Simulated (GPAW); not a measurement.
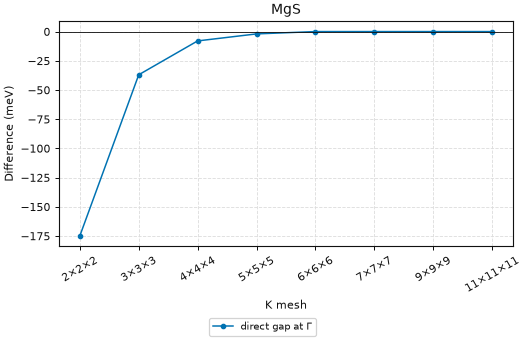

Gaps of zincblende MgS, space group F-43m (No. 216), 2 atoms in the primitive cell (cubic a = 5.666 Å) as the k mesh is raised, all else fixed. The plot shows differences from the last run. Method: LDA, the program's PAW data sets (release 1.2.1) made for this functional, no spin polarisation, no spin-orbit coupling, 800 eV cutoff, Fermi-Dirac smearing of 0.05 eV (GPAW).

Which k mesh is enough for 10 meV?

Answer. The direct gap at Γ starts −175 meV from the last run and stays within 10 meV of it from 4×4×4 on.

| k mesh | direct gap at Γ (eV) |
| --- | --- |
| 2×2×2 | 2.996 |
| 3×3×3 | 3.134 |
| 4×4×4 | 3.163 |
| 5×5×5 | 3.169 |
| 6×6×6 | 3.171 |
| 7×7×7 | 3.171 |
| 9×9×9 | 3.171 |
| 11×11×11 | 3.171 |

LDA, GGA and most meta-GGA functionals understate gaps. The usual form of MgS is rocksalt.
